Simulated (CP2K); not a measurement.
**Hf: 6 runs along one coordinate**

System: Hf (Fm-3m, 1 atom in the cell).
Method: Kohn-Sham DFT of a periodic cell, PBEsol, GTH-PBE with UZH-TZVP basis, no spin polarisation (CP2K 2026.2).

The 6 runs differ only in the geometry, by an even scaling of the cell at fixed fractional positions. The structure derives from an entry of the Crystallography Open Database.

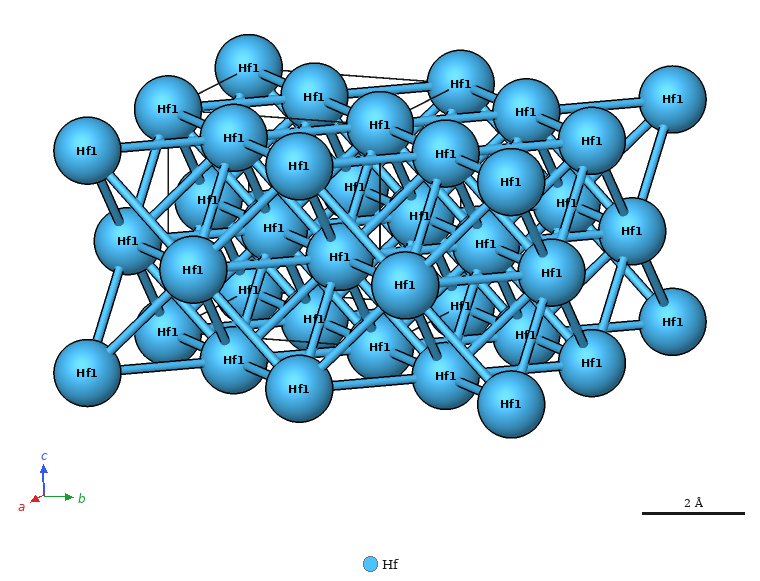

Figure 1. The structure of run 4 (ball-and-stick view of the cell 4 times as large as that of the calculation, set on its symmetry axes, repeated 2 × 2 × 1, seen slightly off an axis; atoms are numbered from 1 in the order of the input). An atom can appear more than once, as a periodic image.

## Input of run 4
```
&GLOBAL
  PROJECT hf_eos
  RUN_TYPE ENERGY_FORCE
  PRINT_LEVEL LOW
&END GLOBAL
&FORCE_EVAL
  METHOD QS
  STRESS_TENSOR ANALYTICAL
  &DFT
    BASIS_SET_FILE_NAME BASIS_MOLOPT_UZH
    POTENTIAL_FILE_NAME POTENTIAL_UZH
    WFN_RESTART_FILE_NAME previous-RESTART.kp
    &MGRID
      CUTOFF 450
      REL_CUTOFF 60
      NGRIDS 5
    &END MGRID
    &QS
      METHOD GPW
      EPS_DEFAULT 1.0E-9
    &END QS
    &KPOINTS
      SCHEME MONKHORST-PACK 10 10 10
      GAMMA_CENTERED T
      SYMMETRY T
      SYMMETRY_BACKEND SPGLIB
    &END KPOINTS
    &SCF
      SCF_GUESS RESTART
      EPS_SCF 1.0E-6
      MAX_SCF 100
      ADDED_MOS 11
      CHOLESKY OFF
      EPS_EIGVAL 1.0E-7
      &DIAGONALIZATION ON
        ALGORITHM STANDARD
      &END DIAGONALIZATION
      &MIXING ON
        METHOD BROYDEN_MIXING
        ALPHA 0.4
        BETA 1.5
        NBUFFER 8
      &END MIXING
      &SMEAR ON
        METHOD FERMI_DIRAC
        ELECTRONIC_TEMPERATURE [K] 116.045
      &END SMEAR
    &END SCF
    &XC
      &XC_FUNCTIONAL
        &GGA_X_PBE_SOL
        &END GGA_X_PBE_SOL
        &GGA_C_PBE_SOL
        &END GGA_C_PBE_SOL
      &END XC_FUNCTIONAL
    &END XC
    &PRINT
      &KPOINTS ON
      &END KPOINTS
      &MULLIKEN ON
      &END MULLIKEN
      &MO ON
        ENERGIES T
        OCCUPATION_NUMBERS T
        &EACH
          QS_SCF 0
        &END EACH
        ADD_LAST NUMERIC
      &END MO
    &END PRINT
  &END DFT
  &SUBSYS
    &CELL
      A 3.1603464635 0.0000000000 0.0000000000
      B 1.5801732317 2.7369403221 0.0000000000
      C 1.5801732317 0.9123134407 2.5804120820
      PERIODIC XYZ
    &END CELL
    &COORD
      SCALED
      Hf  0.0000000000 0.0000000000 0.0000000000
    &END COORD
    &KIND Hf
      BASIS_SET TZVP-MOLOPT-PBE-GTH-q12
      POTENTIAL GTH-PBE-q12
    &END KIND
    &PRINT
      &ATOMIC_COORDINATES ON
      &END ATOMIC_COORDINATES
      &CELL ON
      &END CELL
    &END PRINT
  &END SUBSYS
  &PRINT
    &FORCES ON
    &END FORCES
    &STRESS_TENSOR ON
    &END STRESS_TENSOR
  &END PRINT
&END FORCE_EVAL
```

Command:
```bash
OMP_NUM_THREADS=1 cp2k.psmp -i hf_eos.inp -o hf_eos.out
```

Run 3 differs from it as follows:
```diff
-      A 3.1603464635 0.0000000000 0.0000000000
-      B 1.5801732317 2.7369403221 0.0000000000
-      C 1.5801732317 0.9123134407 2.5804120820
+      A 3.1184826407 0.0000000000 0.0000000000
+      B 1.5592413203 2.7006851881 0.0000000000
+      C 1.5592413203 0.9002283960 2.5462304138
```

## Results, with one run withheld

| run | volume per atom (Å³) | free energy per atom, from the lowest run given (meV) | pressure (GPa) |
| --- | --- | --- | --- |
| 1 | 20.569 | 18.26 | 6.84 |
| 2 | 21.007 | 2.98 | 4.01 |
| 3 | 21.444 | ? | ? |
| 4 | 22.320 | 0.00 | −2.80 |
| 5 | 22.757 | 10.14 | −4.64 |
| 6 | 23.195 | 25.28 | −6.41 |

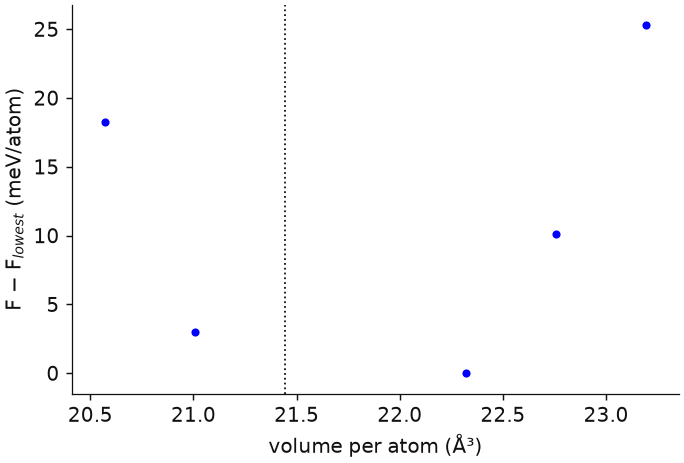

Figure 2. Free energy per atom of the runs given; the dotted line marks run 3.

Estimate the energy of run 3 from the others.

A cubic polynomial in V^(−2/3) (the Birch–Murnaghan form), fitted to the 5 runs given, misses them by at most 0.13 meV per atom. With x = V^(−2/3) − 0.12764 Å⁻², it reads F = −4.991 − 1743.4 x + 1.0309e+06 x² + 5.796e+06 x³ (meV per atom). At run 3 it gives −4.50 meV per atom, and the run itself gives −4.16. The slope of the fit gives a pressure −dF/dV of 1.47 GPa there, and the run prints 1.51 GPa. The fit has its minimum at 21.714 Å³ per atom, where V d²F/dV² gives 113 GPa: the bulk modulus at this level, since symmetry fixes the shape and the positions.

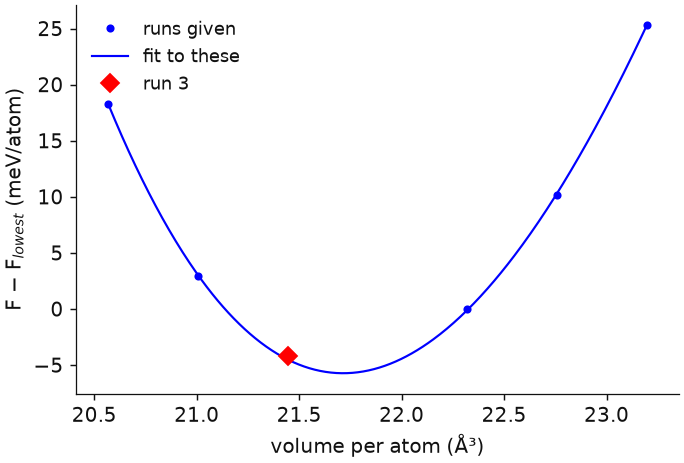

Figure 3. The fit and the withheld run.

## Some lines of the output (run 3)
```
[...]
  Fermi energy:                                                 0.39261033600454
  Total energy:                                               -49.21353727436136
  Total energy (extrapolated to T->0):                        -49.21353057300379
 MO| E(Fermi):            0.392610 a.u.         10.683471 eV
 MO| Band gap:            0.054492 a.u.          1.482812 eV
 MO| Band gap:            0.092172 a.u.          2.508126 eV
 MO| Band gap:            0.139592 a.u.          3.798485 eV
 MO| Band gap:            0.148290 a.u.          4.035175 eV
 MO| Band gap:            0.112727 a.u.          3.067462 eV
 MO| Band gap:            0.067287 a.u.          1.830979 eV
 MO| Band gap:            0.044462 a.u.          1.209884 eV
 MO| Band gap:            0.047885 a.u.          1.303014 eV
 MO| Band gap:            0.064065 a.u.          1.743303 eV
 MO| Band gap:            0.100896 a.u.          2.745511 eV
```

Notes: Spin–orbit coupling is left out, which matters for Hf.
